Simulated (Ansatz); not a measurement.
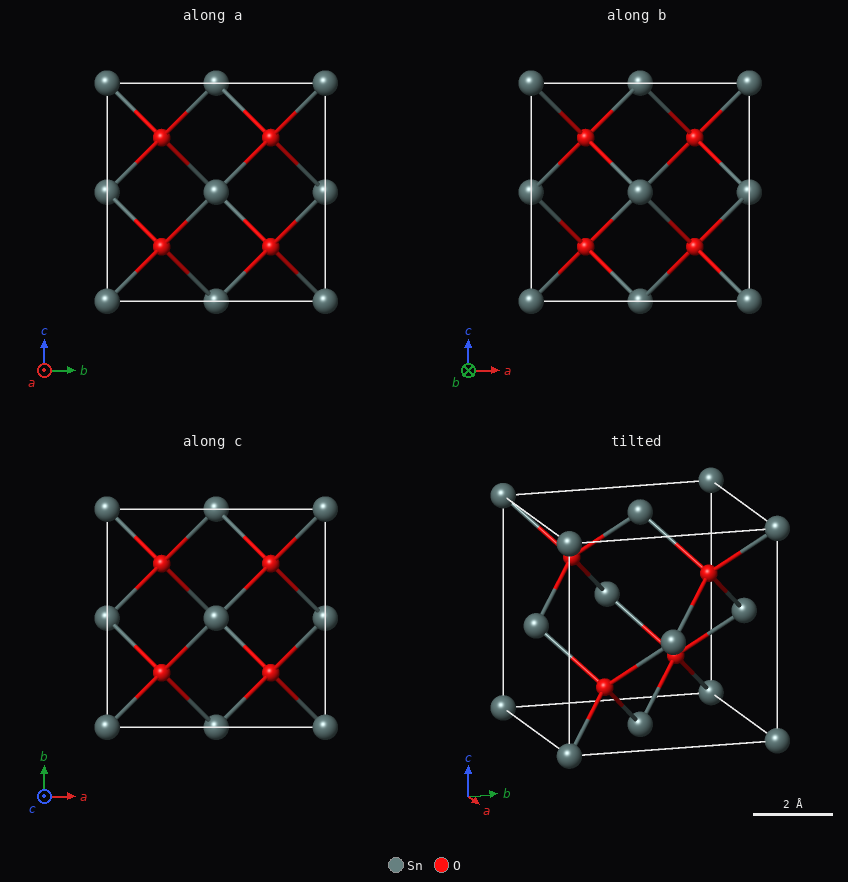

A ball-and-stick rendering, viewed along the a axis, along the b axis, along the c axis and slightly off an axis. The conventional unit cell is outlined; an atom on or near a face, edge or corner is repeated at each equivalent position.

Lattice parameters: a = 5.5472 Å, b = 5.5472 Å, c = 5.5472 Å, α = 90.000°, β = 90.000°, γ = 90.000°.

Q: Give the structure in the form of a CIF with its space group and independent sites.

A:
```cif
data_structure
_symmetry_space_group_name_H-M 'F -4 3 m'
_symmetry_Int_Tables_number 216
_cell_length_a 5.5472
_cell_length_b 5.5472
_cell_length_c 5.5472
_cell_angle_alpha 90.000
_cell_angle_beta 90.000
_cell_angle_gamma 90.000
_cell_volume 170.70
loop_
_atom_site_label
_atom_site_type_symbol
_atom_site_symmetry_multiplicity
_atom_site_Wyckoff_symbol
_atom_site_fract_x
_atom_site_fract_y
_atom_site_fract_z
_atom_site_occupancy
Sn1 Sn 4 a 0.0000 0.0000 0.0000 1
O1 O 4 d 0.2500 0.2500 0.7500 1
```

Provenance: a structure type filled with these elements by a generator (whether the compound takes this form wasn't checked). The cell was then strained or its atoms displaced on purpose. It went into a calculation with Ansatz.

At this level of theory the cell isn't at rest (stretched, at -7 GPa), so its distances can differ from those at equilibrium, the more so the softer the solid.
